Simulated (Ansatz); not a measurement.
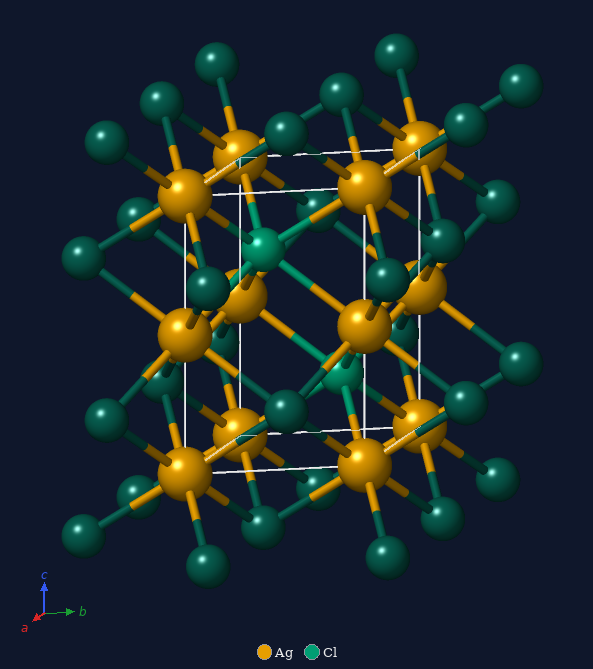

Drawn in the ball-and-stick manner and seen slightly off an axis. The unit cell is drawn as a box. Periodic images bonded to atoms of the box are shown as well, in fainter colours.

AgCl, a = 3.967 Å, b = 3.995 Å, c = 6.201 Å, α = 90.00°, β = 90.00°, γ = 119.77°. Strictly the space group is Cmcm (No. 63, within 0.01 Å). It is a distorted form of a primitive hexagonal structure, space group P6_3/mmc (No. 194) within 0.25 Å: nickel arsenide (NiAs) type. The cell started as a structure type filled with these elements by a generator (whether the compound takes this form wasn't checked). The cell was then strained or its atoms displaced on purpose. A calculation with Ansatz used it as input.

This one geometry was computed with Ansatz (DFT, plane waves, PAW) at three levels of theory: PBE, HSE06 and r2SCAN. It was relaxed with r2SCAN and then strained.

**Which level gives the highest pressure at this volume, and what does that say about its equilibrium volume?**

Highest: PBE (2.1 GPa) and HSE06 (1.8 GPa), which points to the largest equilibrium volume. Lowest, with the smallest volume: r2SCAN (0.5 GPa). Levels within 0.5 GPa of each other can't be told apart.

**How does the band gap change with the level of theory?**

PBE: a gap of 0.90 eV, direct; r2SCAN: a gap of 1.48 eV, direct; HSE06: a gap of 2.38 eV, direct.

**Collect the results in a table.**

| level | cutoff (eV) | k-mesh of the run's cell | gap (eV) | pressure (GPa) |
| --- | --- | --- | --- | --- |
| PBE | 420 | 12×12×4 | 0.90 | 2.1 |
| HSE06 | 420 | 6×6×4 | 2.38 | 1.8 |
| r2SCAN | 500 | 12×12×4 | 1.48 | 0.5 |

Gaps are taken on the k-mesh or band path of each run.
